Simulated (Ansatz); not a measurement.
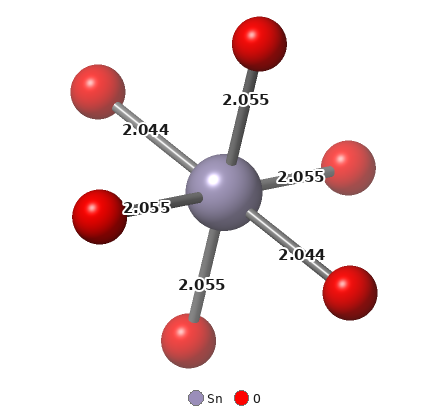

The surroundings of site Sn1 (at 0.000, 0.000, 0.000) in SnO$_{2}$ (P4_2/mnm, No. 136), with bond lengths in Å.

Origin of the cell: coordinates from a relaxation with Ansatz, DFT, LDA, plane waves, PAW; the starting structure was generated, so it need not be a known form of this composition.

```
Sn O
1.0
     4.72232    0.00000    0.00000
     0.00000    4.72232    0.00000
     0.00000    0.00000    3.19041
Sn O
2 4
Direct
  0.00000 0.00000 0.00000
  0.50000 0.50000 0.50000
  0.30606 0.30606 0.00000
  0.19394 0.80606 0.50000
  0.80606 0.19394 0.50000
  0.69394 0.69394 0.00000
```

Bond valence s = exp((R0 − d)/b), R0 fitted to published crystal structures with b = 0.37 Å, summed over all anions within 5 Å; R0 in Å: Sn2+–O 1.962; Sn4+–O 1.887.

Q: Which oxidation state of Sn do these bonds support?

A: With the Sn2+ parameters the computed sum is 2 × 0.801 + 4 × 0.778 = 4.71. With the Sn4+ parameters the computed sum is 2 × 0.654 + 4 × 0.635 = 3.85. The sum matches its own assumption best for Sn4+, which also balances the formula's charge.

Q: And over the whole structure?

A:
| site | x, y, z | formal valence | bond-valence sum | difference |
| --- | --- | --- | --- | --- |
| Sn1 | 0.000, 0.000, 0.000 | +4 | 3.93 | -0.07 |
| O1 | 0.306, 0.306, 0.000 | −2 | 1.97 | -0.03 |

These sums include all anions within 5 Å. The global instability index (root mean square of the differences over all atoms) is 0.05 v.u.: little strain. Cells relaxed with LDA tend to have short bonds, which raises the sums.
